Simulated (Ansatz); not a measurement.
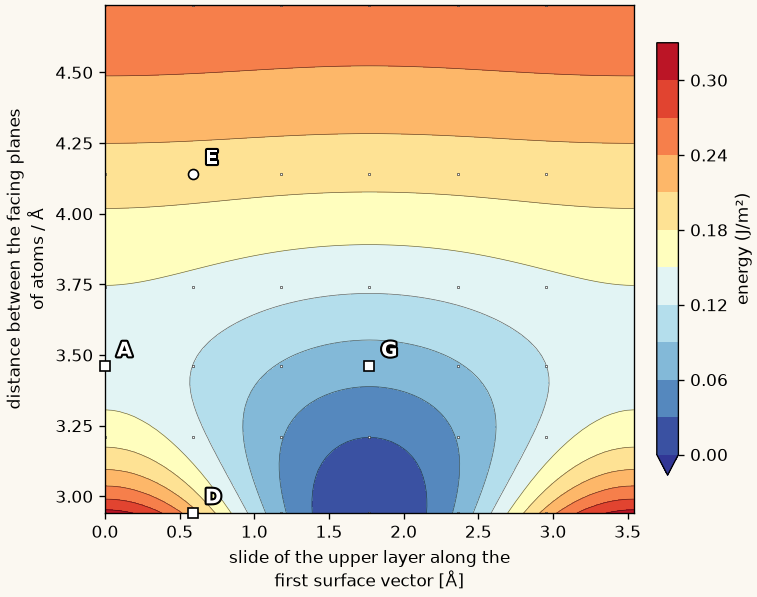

A bilayer of two PtS₂ sheets (1T type) (6 atoms in the cell). The upper layer of a bilayer is slid along a line and lifted, both layers rigid. Coordinates scanned: (1) slide of the upper layer along the first surface vector, from S4 above S3; (2) distance between the facing planes of atoms. The scan uses a 6 × 6 grid; 24 points were computed and 12 follow by symmetry. Points are written as (first, second). All energies are given in J/m² relative to the lowest grid point. The calculation used Ansatz 0.2.0, DFT PBE+D3(BJ), scalar-relativistic, plane waves, PAW. Settings: cutoff 420 eV, k-mesh 9×9×1, gaussian smearing 0.05 eV, no spin polarisation.

In the figure: filled contours, dots at the grid points, lettered points. Between grid points the surface is interpolated.

> Is G the lowest point of the computed grid?

No. G lies 0.073 J/m² above the lowest grid point, which is at (1.77 Å, 2.94 Å).

> What kind of point is each of A, E, G: minimum, saddle, maximum or slope?

A: saddle point; E: on a slope; G: on a slope. (In these two coordinates alone; a stationary point may lie a little off the grid point.)

PAW datasets: the set soft_1.
